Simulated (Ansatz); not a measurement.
**TiAl3 (interface cell): density, localisation and related maps**

```xyz
16
Lattice="3.9797 0.0000 0.0000 0.0000 5.6282 0.0000 0.0000 0.0000 11.5520" Properties=species:S:1:pos:R:3 pbc="T T T"
Ti    0.0000    0.0000    0.1424
Ti    0.0000    2.8141    2.7456
Al    0.0000    2.8141   11.5394
Al    0.0000    0.0000    2.9006
Al    1.9899    4.2211    1.4440
Al    1.9899    1.4561    4.3320
Al    1.9899    1.4070    1.4440
Al    1.9899    4.1721    4.3320
Al    0.0000    0.0000    5.7634
Al    0.0000    2.8141    8.6766
Ti    0.0000    2.8141    5.9184
Ti    0.0000    0.0000    8.5215
Al    1.9899    4.2211    7.2200
Al    1.9899    1.3580   10.1080
Al    1.9899    1.4070    7.2200
Al    1.9899    4.2702   10.1080
```

Computed without spin polarisation.

The calculation used DFT PBE, scalar-relativistic, plane waves, PAW in Ansatz.

In a PAW calculation such maps are meaningful between the atoms, not at the nuclei.

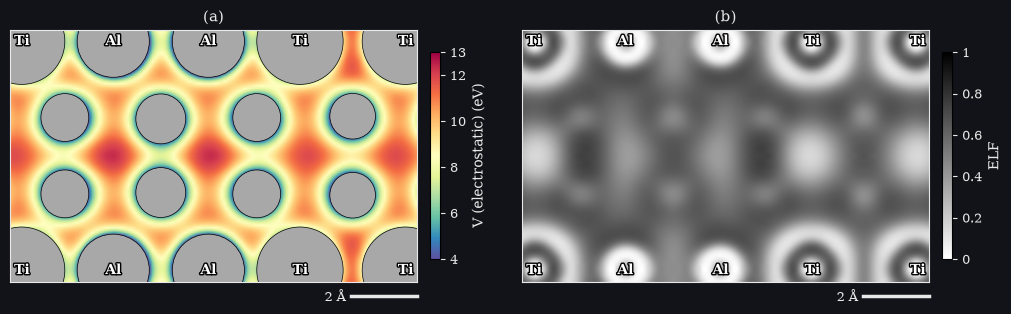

Figure 1. (a) electrostatic potential energy of an electron; (b) electron localisation function on the (11̄0) plane of the calculation cell. Grey discs cover the atomic cores in the potential map.

Interpret the plot.

- The plane passes through Ti and Al nuclei.
- Atoms just off the plane (Al, 0.8 Å away) can leave unmarked features too.
- Ti–Al (2.76 Å): the ELF is about 0.35 at the midpoint.
- Al–Al (2.86 Å): the ELF is about 0.45 at the midpoint.
- The features right at Ti lie inside the PAW spheres, where the map follows smoothed inner orbitals and isn't to be read closely.
- Outside the cores the potential energy rises away from the atoms and is highest about 2.0 Å from the nearest atoms; its zero is arbitrary.

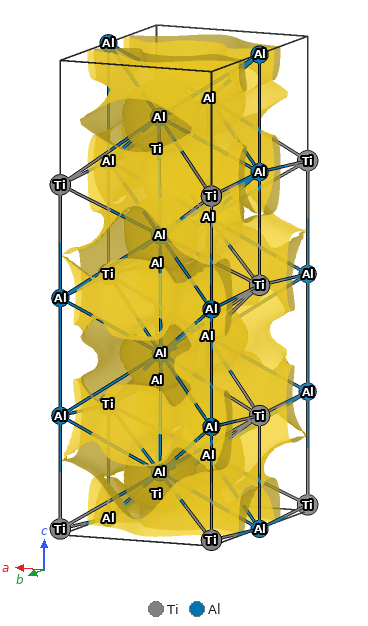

Figure 2. Isosurface of the ELF at 0.55 (yellow), seen at an oblique angle. Only the valence region is drawn (cores and ρ < 0.01 e/Å³ removed). Sticks mark near contacts.

What do the ELF domains correspond to?

The surface consists of one network that runs through the whole crystal, counted in one cell of 16 atoms. Regions shared between cells count once. Along the contacts the grid gives the following. Al–Al (2.72 Å): the ELF peaks at about 0.65 between the atoms.

Metal or insulator at this level of theory?

It is gapless in this calculation (a metal or semimetal).
